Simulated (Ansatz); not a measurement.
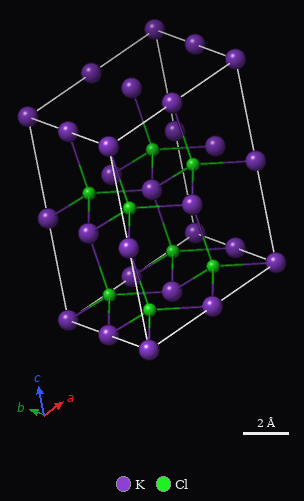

Starting frame of a dynamics run of a 16-atom cell of KCl (built on the zincblende type). A ball-and-stick model of the reduced simulation cell, seen slightly off an axis. Bonds to atoms that aren't drawn are left out. Lengths and directions refer to the drawn axes.

All numbers below come from DFT, r2SCAN, plane waves, PAW (Ansatz 0.2.0).

The input:
```yaml
crystal:
  lattice:
    - [0.0, 7.0145657209, 7.0145657209]
    - [7.0145657209, 0.0, 7.0145657209]
    - [7.0145657209, 7.0145657209, 0.0]
  atoms:
    - { symbol: K, position: [0.0, 0.0, 0.0] }
    - { symbol: Cl, position: [0.125, 0.125, 0.125] }
    - { symbol: K, position: [0.0, 0.0, 0.5] }
    - { symbol: Cl, position: [0.125, 0.125, 0.625] }
    - { symbol: K, position: [0.0, 0.5, 0.0] }
    - { symbol: Cl, position: [0.125, 0.625, 0.125] }
    - { symbol: K, position: [0.0, 0.5, 0.5] }
    - { symbol: Cl, position: [0.125, 0.625, 0.625] }
    - { symbol: K, position: [0.5, 0.0, 0.0] }
    - { symbol: Cl, position: [0.625, 0.125, 0.125] }
    - { symbol: K, position: [0.5, 0.0, 0.5] }
    - { symbol: Cl, position: [0.625, 0.125, 0.625] }
    - { symbol: K, position: [0.5, 0.5, 0.0] }
    - { symbol: Cl, position: [0.625, 0.625, 0.125] }
    - { symbol: K, position: [0.5, 0.5, 0.5] }
    - { symbol: Cl, position: [0.625, 0.625, 0.625] }
kpoints:
  mp_grid: { grid: [2, 2, 2] }
hamiltonian:
  xc: r2scan
scf:
  occupations: { method: fermi_dirac, width: 0.039 }
md:
  ensemble: nve
  temperature: 450
  timestep: 3.0
  n_steps: 20
  initial_velocities: maxwell_boltzmann
  seed: 721
```

Launched with:
```bash
ansatz run input.yaml --threads 4 --pin off --max-ram 3686MiB --backend cpu --events-out ev --progress --plain --runs-dir out
```

Question: Predict how the run goes.

Answer: The mean temperature in the second half is 231 K (standard deviation 39 K). The potential energy is still drifting at the end, so the run hasn't reached equilibrium. The potential energy in the second half lies on average 26.5 meV per atom above the first frame. Root-mean-square distances from the starting positions over the second half, with the common drift of all atoms taken out: K 0.23 Å, Cl 0.18 Å. The run lasts only 60 fs, too short to tell vibration from diffusion.

Along the run:

```json
{"time (fs)": "0.0", "potential energy (meV/atom)": "0.0", "T (K)": "450"}
{"time (fs)": "6.0", "potential energy (meV/atom)": "0.9", "T (K)": "443"}
{"time (fs)": "12.0", "potential energy (meV/atom)": "3.4", "T (K)": "422"}
{"time (fs)": "18.0", "potential energy (meV/atom)": "7.2", "T (K)": "390"}
{"time (fs)": "24.0", "potential energy (meV/atom)": "12.0", "T (K)": "351"}
{"time (fs)": "30.0", "potential energy (meV/atom)": "17.2", "T (K)": "308"}
{"time (fs)": "36.0", "potential energy (meV/atom)": "22.2", "T (K)": "267"}
{"time (fs)": "42.0", "potential energy (meV/atom)": "26.4", "T (K)": "233"}
{"time (fs)": "48.0", "potential energy (meV/atom)": "29.4", "T (K)": "208"}
{"time (fs)": "54.0", "potential energy (meV/atom)": "31.1", "T (K)": "194"}
{"time (fs)": "60.0", "potential energy (meV/atom)": "31.5", "T (K)": "190"}
```

The paths of the atoms, magnified 2 times:

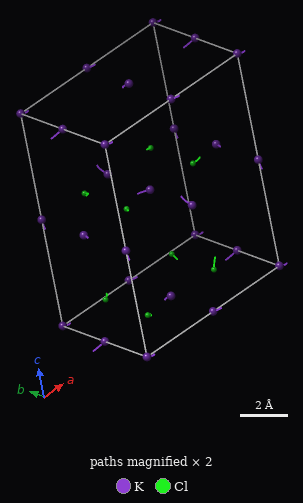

The run took 4.5 min on 4 threads of Intel(R) Xeon(R) Platinum 8375C CPU @ 2.90GHz (Ice Lake), with other jobs on the host, peak memory 3.1 GiB.
